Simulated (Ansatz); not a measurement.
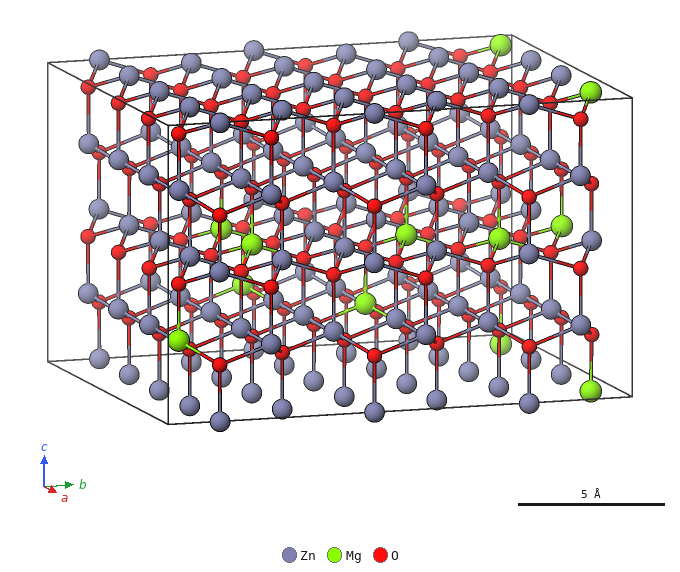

**Figure 1.** The input geometry (ball-and-stick view of the cell of the calculation, seen slightly off an axis). Near neighbours in the crystal (not all of them lie inside the picture): Zn has 4 O at 1.96 to 1.99 Å; Mg has 4 O at 1.96 to 1.98 Å; O has 1 Mg at 1.96 to 1.98 Å and 3 Zn at 1.96 to 1.98 Å; O has 4 Zn at 1.96 to 1.99 Å; O has 2 Mg at 1.96 to 1.98 Å and 2 Zn at 1.96 to 1.98 Å.

**Single-point calculation of Zn86Mg10O96 (part 1 of 3)**

System: Zn86Mg10O96 (P1, 192 atoms in the cell).
Method: DFT, HSE06, PAW, plane waves (Ansatz 0.2.0).

The structure was built on a prototype by a generator; it need not be a known phase.

## Input file
```yaml
crystal:
  lattice:
    - [12.921971, 0.000000, 0.000000]
    - [0.000000, 16.811589, 0.000000]
    - [0.000000, 0.000000, 10.419032]
  atoms:
    - { symbol: Zn, position: [0.124855, 0.055024, 0.249031] }
    - { symbol: Zn, position: [0.125006, 0.056132, 0.749427] }
    - { symbol: Zn, position: [0.000807, 0.221623, 0.248287] }
    - { symbol: Zn, position: [0.999792, 0.222470, 0.748835] }
    - { symbol: Zn, position: [0.374848, 0.055191, 0.249277] }
    - { symbol: Zn, position: [0.375081, 0.055615, 0.748463] }
    - { symbol: Zn, position: [0.248420, 0.221080, 0.249003] }
    - { symbol: Zn, position: [0.250562, 0.222461, 0.749344] }
    - { symbol: Zn, position: [0.124972, 0.388927, 0.750349] }
    - { symbol: Zn, position: [0.999496, 0.555229, 0.248746] }
    - { symbol: Zn, position: [0.999757, 0.555610, 0.748701] }
    - { symbol: Zn, position: [0.624722, 0.056920, 0.248931] }
    - { symbol: Zn, position: [0.624750, 0.055228, 0.749577] }
    - { symbol: Zn, position: [0.499514, 0.221788, 0.250084] }
    - { symbol: Zn, position: [0.499906, 0.222732, 0.749753] }
    - { symbol: Zn, position: [0.375015, 0.389350, 0.249003] }
    - { symbol: Zn, position: [0.374973, 0.388414, 0.749094] }
    - { symbol: Zn, position: [0.249768, 0.556006, 0.248293] }
    - { symbol: Zn, position: [0.250056, 0.555444, 0.748587] }
    - { symbol: Zn, position: [0.124947, 0.722214, 0.248519] }
    - { symbol: Zn, position: [0.125042, 0.722038, 0.748878] }
    - { symbol: Zn, position: [0.999391, 0.889071, 0.249574] }
    - { symbol: Zn, position: [0.999832, 0.888154, 0.749791] }
    - { symbol: Zn, position: [0.874705, 0.056161, 0.750872] }
    - { symbol: Zn, position: [0.750667, 0.221930, 0.248933] }
    - { symbol: Zn, position: [0.749233, 0.222593, 0.749493] }
    - { symbol: Zn, position: [0.624504, 0.389221, 0.249665] }
    - { symbol: Zn, position: [0.624882, 0.388469, 0.748867] }
    - { symbol: Zn, position: [0.500414, 0.555502, 0.751232] }
    - { symbol: Zn, position: [0.374145, 0.722352, 0.248800] }
    - { symbol: Zn, position: [0.375472, 0.722077, 0.748285] }
    - { symbol: Zn, position: [0.248970, 0.889145, 0.249498] }
    - { symbol: Zn, position: [0.251040, 0.888434, 0.749002] }
    - { symbol: Zn, position: [0.874687, 0.389167, 0.248849] }
    - { symbol: Zn, position: [0.874705, 0.388937, 0.748751] }
    - { symbol: Zn, position: [0.750556, 0.555728, 0.249487] }
    - { symbol: Zn, position: [0.749423, 0.555583, 0.749470] }
    - { symbol: Zn, position: [0.624786, 0.722449, 0.250340] }
    - { symbol: Zn, position: [0.625425, 0.721874, 0.749641] }
    - { symbol: Zn, position: [0.499247, 0.888625, 0.249425] }
    - { symbol: Zn, position: [0.500574, 0.888958, 0.749150] }
    - { symbol: Zn, position: [0.875994, 0.721891, 0.249210] }
    - { symbol: Zn, position: [0.874250, 0.722332, 0.749424] }
    - { symbol: Zn, position: [0.751633, 0.889515, 0.250308] }
    - { symbol: Zn, position: [0.748007, 0.888143, 0.749996] }
    - { symbol: Zn, position: [0.999523, 0.110720, 0.499680] }
    - { symbol: Zn, position: [0.000459, 0.111607, 0.998848] }
    - { symbol: Zn, position: [0.249097, 0.110749, 0.498641] }
    - { symbol: Zn, position: [0.249687, 0.111017, 0.998432] }
    - { symbol: Zn, position: [0.124512, 0.277639, 0.499403] }
    - { symbol: Zn, position: [0.125005, 0.277258, 0.999070] }
    - { symbol: Zn, position: [0.000636, 0.443824, 0.499634] }
    - { symbol: Zn, position: [0.999110, 0.444746, 0.999203] }
    - { symbol: Zn, position: [0.499994, 0.112108, 0.498349] }
    - { symbol: Zn, position: [0.499640, 0.110947, 0.998696] }
    - { symbol: Zn, position: [0.374851, 0.277554, 0.000591] }
    - { symbol: Zn, position: [0.249610, 0.444413, 0.499049] }
    - { symbol: Zn, position: [0.250619, 0.444725, 0.999359] }
    - { symbol: Zn, position: [0.124985, 0.611047, 0.498779] }
    - { symbol: Zn, position: [0.124736, 0.611046, 0.998773] }
    - { symbol: Zn, position: [0.000369, 0.777182, 0.498671] }
    - { symbol: Zn, position: [0.000042, 0.777844, 0.998231] }
    - { symbol: Zn, position: [0.750749, 0.111466, 0.499310] }
    - { symbol: Zn, position: [0.749705, 0.111525, 0.999083] }
    - { symbol: Zn, position: [0.624761, 0.277679, 0.000508] }
    - { symbol: Zn, position: [0.499153, 0.445425, 0.498608] }
    - { symbol: Zn, position: [0.499965, 0.443427, 0.999023] }
    - { symbol: Zn, position: [0.375196, 0.610322, 0.498979] }
    - { symbol: Zn, position: [0.374108, 0.611382, 0.998951] }
    - { symbol: Zn, position: [0.250244, 0.777511, 0.498872] }
    - { symbol: Zn, position: [0.250601, 0.777667, 0.998386] }
    - { symbol: Zn, position: [0.124577, 0.944020, 0.500531] }
    - { symbol: Zn, position: [0.875492, 0.277471, 0.498583] }
    - { symbol: Zn, position: [0.874883, 0.277912, 0.999102] }
    - { symbol: Zn, position: [0.750147, 0.444876, 0.498322] }
    - { symbol: Zn, position: [0.749705, 0.444336, 0.999124] }
    - { symbol: Zn, position: [0.625557, 0.611151, 0.000971] }
    - { symbol: Zn, position: [0.500118, 0.777773, 0.497974] }
    - { symbol: Zn, position: [0.499971, 0.777577, 0.999124] }
    - { symbol: Zn, position: [0.374709, 0.944060, 0.498651] }
    - { symbol: Zn, position: [0.375285, 0.944029, 0.998695] }
    - { symbol: Zn, position: [0.875754, 0.610548, 0.498590] }
    - { symbol: Zn, position: [0.874880, 0.611165, 0.998785] }
    - { symbol: Zn, position: [0.749154, 0.777528, 0.000456] }
    - { symbol: Zn, position: [0.624471, 0.944137, 0.000765] }
    - { symbol: Zn, position: [0.874679, 0.944685, 0.501120] }
    - { symbol: Mg, position: [0.124976, 0.388872, 0.248011] }
    - { symbol: Mg, position: [0.875062, 0.055237, 0.248986] }
    - { symbol: Mg, position: [0.498765, 0.555254, 0.247407] }
    - { symbol: Mg, position: [0.373789, 0.277417, 0.497609] }
    - { symbol: Mg, position: [0.625665, 0.277694, 0.497629] }
    - { symbol: Mg, position: [0.125645, 0.943849, 0.997624] }
    - { symbol: Mg, position: [0.623930, 0.610896, 0.498914] }
    - { symbol: Mg, position: [0.750920, 0.778223, 0.497367] }
    - { symbol: Mg, position: [0.624849, 0.945647, 0.497363] }
    - { symbol: Mg, position: [0.874084, 0.943085, 0.997382] }
    - { symbol: O, position: [0.999979, 0.110821, 0.188836] }
    - { symbol: O, position: [0.999683, 0.111249, 0.689226] }
    - { symbol: O, position: [0.249882, 0.110444, 0.188362] }
    - { symbol: O, position: [0.249973, 0.111342, 0.688587] }
    - { symbol: O, position: [0.124919, 0.277896, 0.188516] }
    - { symbol: O, position: [0.125081, 0.277979, 0.689251] }
    - { symbol: O, position: [0.999807, 0.444424, 0.188731] }
    - { symbol: O, position: [0.000090, 0.444395, 0.689195] }
    - { symbol: O, position: [0.499268, 0.111218, 0.188375] }
    - { symbol: O, position: [0.500075, 0.111473, 0.688829] }
    - { symbol: O, position: [0.374094, 0.277626, 0.190518] }
    - { symbol: O, position: [0.375007, 0.277799, 0.687387] }
    - { symbol: O, position: [0.249930, 0.444817, 0.188887] }
    - { symbol: O, position: [0.249842, 0.444298, 0.688936] }
    - { symbol: O, position: [0.124400, 0.611165, 0.188469] }
    - { symbol: O, position: [0.124961, 0.611039, 0.688490] }
    - { symbol: O, position: [0.000164, 0.777990, 0.188415] }
    - { symbol: O, position: [0.999828, 0.777410, 0.688619] }
    - { symbol: O, position: [0.750334, 0.111174, 0.188787] }
    - { symbol: O, position: [0.749798, 0.111316, 0.689378] }
    - { symbol: O, position: [0.624935, 0.277772, 0.190472] }
    - { symbol: O, position: [0.624756, 0.277824, 0.687402] }
    - { symbol: O, position: [0.499829, 0.444270, 0.188450] }
    - { symbol: O, position: [0.499850, 0.444657, 0.689059] }
    - { symbol: O, position: [0.374388, 0.611577, 0.188382] }
    - { symbol: O, position: [0.375426, 0.610823, 0.688891] }
    - { symbol: O, position: [0.249684, 0.778138, 0.188333] }
    - { symbol: O, position: [0.250133, 0.777506, 0.688504] }
    - { symbol: O, position: [0.124471, 0.944269, 0.187457] }
    - { symbol: O, position: [0.125134, 0.944395, 0.690494] }
    - { symbol: O, position: [0.875471, 0.277913, 0.188802] }
    - { symbol: O, position: [0.874668, 0.277855, 0.688620] }
    - { symbol: O, position: [0.749623, 0.444624, 0.188848] }
    - { symbol: O, position: [0.749768, 0.444564, 0.688589] }
    - { symbol: O, position: [0.624693, 0.611135, 0.190765] }
    - { symbol: O, position: [0.624637, 0.610985, 0.688512] }
    - { symbol: O, position: [0.499778, 0.777699, 0.188829] }
    - { symbol: O, position: [0.500426, 0.777830, 0.688529] }
    - { symbol: O, position: [0.374526, 0.944267, 0.188649] }
    - { symbol: O, position: [0.375380, 0.944489, 0.688511] }
    - { symbol: O, position: [0.875071, 0.611161, 0.188399] }
    - { symbol: O, position: [0.874645, 0.611163, 0.688809] }
    - { symbol: O, position: [0.750243, 0.777991, 0.190619] }
    - { symbol: O, position: [0.749797, 0.777649, 0.687324] }
    - { symbol: O, position: [0.625000, 0.944796, 0.190974] }
    - { symbol: O, position: [0.624724, 0.944726, 0.687152] }
    - { symbol: O, position: [0.875256, 0.944764, 0.187027] }
    - { symbol: O, position: [0.874284, 0.944459, 0.691469] }
    - { symbol: O, position: [0.124406, 0.054786, 0.438949] }
    - { symbol: O, position: [0.124876, 0.055230, 0.938959] }
    - { symbol: O, position: [0.000081, 0.221707, 0.438496] }
    - { symbol: O, position: [0.999760, 0.222369, 0.938490] }
    - { symbol: O, position: [0.374942, 0.055457, 0.439063] }
    - { symbol: O, position: [0.374815, 0.055213, 0.938387] }
    - { symbol: O, position: [0.248995, 0.221649, 0.438666] }
    - { symbol: O, position: [0.250229, 0.222080, 0.938925] }
    - { symbol: O, position: [0.125094, 0.388451, 0.437638] }
    - { symbol: O, position: [0.124894, 0.388895, 0.940344] }
    - { symbol: O, position: [0.000423, 0.554884, 0.438626] }
    - { symbol: O, position: [0.999749, 0.555582, 0.938401] }
    - { symbol: O, position: [0.625027, 0.056602, 0.438711] }
    - { symbol: O, position: [0.624864, 0.055166, 0.939339] }
    - { symbol: O, position: [0.499743, 0.222938, 0.439357] }
    - { symbol: O, position: [0.499858, 0.222236, 0.939460] }
    - { symbol: O, position: [0.374659, 0.388758, 0.438984] }
    - { symbol: O, position: [0.374797, 0.388323, 0.938792] }
    - { symbol: O, position: [0.249766, 0.555400, 0.438421] }
    - { symbol: O, position: [0.249709, 0.555468, 0.938281] }
    - { symbol: O, position: [0.125349, 0.721978, 0.438265] }
    - { symbol: O, position: [0.125168, 0.722032, 0.938617] }
    - { symbol: O, position: [0.999510, 0.888679, 0.439592] }
    - { symbol: O, position: [0.000096, 0.888737, 0.939166] }
    - { symbol: O, position: [0.874979, 0.055177, 0.438516] }
    - { symbol: O, position: [0.874931, 0.055112, 0.940808] }
    - { symbol: O, position: [0.750638, 0.222200, 0.438616] }
    - { symbol: O, position: [0.749653, 0.222440, 0.939122] }
    - { symbol: O, position: [0.624684, 0.389174, 0.439386] }
    - { symbol: O, position: [0.625072, 0.388402, 0.938653] }
    - { symbol: O, position: [0.499827, 0.555642, 0.436763] }
    - { symbol: O, position: [0.500012, 0.555266, 0.941142] }
    - { symbol: O, position: [0.375055, 0.721753, 0.438731] }
    - { symbol: O, position: [0.375271, 0.722022, 0.938069] }
    - { symbol: O, position: [0.249465, 0.888665, 0.439087] }
    - { symbol: O, position: [0.250620, 0.888484, 0.938474] }
    - { symbol: O, position: [0.875125, 0.388747, 0.438820] }
    - { symbol: O, position: [0.874635, 0.388845, 0.938526] }
    - { symbol: O, position: [0.749824, 0.555866, 0.439206] }
    - { symbol: O, position: [0.749824, 0.555405, 0.939152] }
    - { symbol: O, position: [0.625594, 0.722071, 0.439903] }
    - { symbol: O, position: [0.624878, 0.721714, 0.939299] }
    - { symbol: O, position: [0.500021, 0.888940, 0.438949] }
    - { symbol: O, position: [0.500205, 0.888575, 0.938884] }
    - { symbol: O, position: [0.875467, 0.721648, 0.438757] }
    - { symbol: O, position: [0.874472, 0.722274, 0.939173] }
    - { symbol: O, position: [0.749906, 0.889365, 0.439841] }
    - { symbol: O, position: [0.748580, 0.888160, 0.939380] }
kpoints:
  mp_grid: { grid: [1, 1, 1] }
hamiltonian:
  xc: hse06
scf:
  occupations: { method: fermi_dirac, width: 0.01 }
output:
  forces: true
  eigenvalues: true
  populations: true
  eigenstates: { kpoints: [[0, 0, 0]], e_range: [-6.0, 6.0], localisation: true }
```

Launch command:
```bash
ansatz run in.yaml --threads 32 --pin off --max-ram 171000MiB --runs-dir r --events-out ev --progress --plain --backend cuda --devices 0,
```

## Log
```
Pseudopotentials: kind: paw
Functional definition: HSE06
  parameter a = 0.25
  parameter omega = 0.11/bohr
  exchange = pbe_x - a*pbe_x_sr(omega) + a*exact_x_sr(omega)
  correlation = pbe_c
Crystal: 192 atoms, lattice volume = 2263.419 Å³
Basis set: ecut = 420 eV, 44301 PW (Γ), exchange–correlation on 180×240×144 points (8 copies of the dense FFT grid, shifted against one another)
Bands: 1046, of which v1, the nominal top of the filled ones, is band 854 counted from 1 (853 counted from 0)
Symmetry: 1 space group operations
Space group: P1 (ITA 1), of the structure as read, at distance tolerance 1.3e-4 Å
k-points: 1
Non-local potential: Zn, projectors of the file, l = 0: 2, l = 1: 2, l = 2: 3, l = 3: 1
Non-local potential: Mg, projectors of the file, l = 0: 3, l = 1: 2, l = 2: 1
Non-local potential: O, projectors of the file, l = 0: 2, l = 1: 2, l = 2: 1
PAW form: soft (Blöchl's): semilocal exchange-correlation on the pseudo side does not see the compensation charge
PAW frozen core: Zn, regenerated for the run's functional, and the local potential with it (the file was generated under x = pbe(κ = 0.804, μ = 0.2195149727645171), c = pbe(β = 0.06672455060314922))
PAW frozen core: Mg, regenerated for the run's functional, and the local potential with it (the file was generated under x = pbe(κ = 0.804, μ = 0.2195149727645171), c = pbe(β = 0.06672455060314922))
PAW frozen core: O, regenerated for the run's functional, and the local potential with it (the file was generated under x = pbe(κ = 0.804, μ = 0.2195149727645171), c = pbe(β = 0.06672455060314922))
PAW one-centre angular grid: Zn, 590 points (default); XC on 64 Gauss nodes
PAW one-centre angular grid: Mg, 110 points (default); XC on 96 Gauss nodes
PAW one-centre angular grid: O, 110 points (default); XC on 96 Gauss nodes
Initial density: superposition of atomic densities (neutral atoms: chi_scale 0, normalization atom), corrected by the library's trained network
Initial wavefunctions: pseudopotential atomic-orbital guess
Functional: x = pbe(κ = 0.804, μ = 0.2195149727645171), c = pbe(β = 0.06672455060314922), warm-up for x = pbe(κ = 0.804, μ = 0.2195149727645171) + 0.25 (exact − pbe) at short range (hse, ω = 0.20786987370883472 Å⁻¹), c = pbe(β = 0.06672455060314922); HSE06 as pw.x's `hse` composes it (authors' and Libxc's form: `xc: wpbeh`)
```
